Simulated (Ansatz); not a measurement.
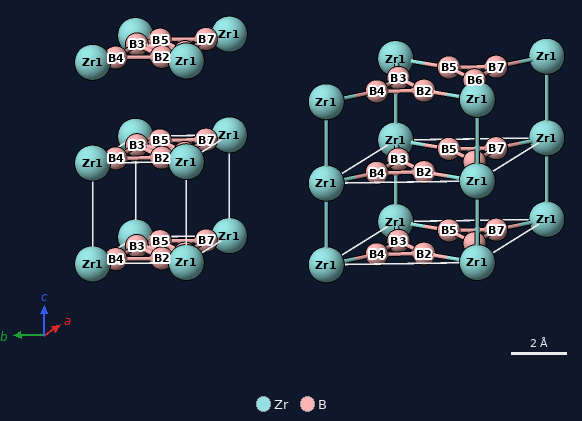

Two geometries of solid ZrB6 (a generated structure, set up in P6/mmm) (coarse preliminary run), drawn at one scale. One is the start of a relaxation, the other its converged end. The picture is a ball-and-stick view of the cell of the calculation, repeated 1 × 1 × 2 with one cell outlined, seen from a free direction.

Computed with Ansatz, DFT PBE, scalar-relativistic, plane waves, PAW. Set-up: plane-wave cutoff 420 eV; k-point mesh 6 × 6 × 4; occupations gaussian; smearing width 0.1 eV; no spin polarisation; cell and atoms relaxed; force threshold 0.04 eV/Å; at most 70 steps.

Question: Which geometry has the lower energy?

Answer: The right one is the relaxed one. The energy falls by 44105 meV per atom in 22 accepted moves (26 points after the start). Largest force component: 210 eV/Å at the start, 0.00046 eV/Å at the end. The pressure goes from 1896.30 to 0.06 GPa. The line search rejected the trial steps at points 16, 18 of the run. At 2 points the geometry stayed and the basis and grid were re-selected for the new cell (energy shift of 455 meV per atom at most each time). The largest moves relative to the cell, 0.57 Å, are those of B2, B3, B4, B5, B6 and B7. B7 goes along [−1 1 0]. Zr stays in place. Cell: a = b 3.426 → 5.519 Å (+61.1 %), c 3.884 → 3.141 Å (−19.1 %). Volume +109.9 %. Near-neighbour distances that change, for instance: B2–B5 2.014 → 4.378 Å, Zr1–Zr1 3.426 → 5.519 Å, B2–B3 1.744 → 3.791 Å, Zr1–B2 1.007 → 2.189 Å. Bonds break: B2–B6 (1.01 → 2.19 Å), B2–B7 (1.01 → 2.19 Å), B3–B5 (1.01 → 2.19 Å), B3–B7 (1.01 → 2.19 Å). The space group stays P6/mmm (No. 191). The run took 47 s on 1 thread of Intel(R) Xeon(R) Platinum 8375C CPU @ 2.90GHz (Ice Lake), with other jobs on the host, peak memory 0.44 GiB.

Limits of the set-up: the k-point mesh is coarse for a cell with partly filled bands.
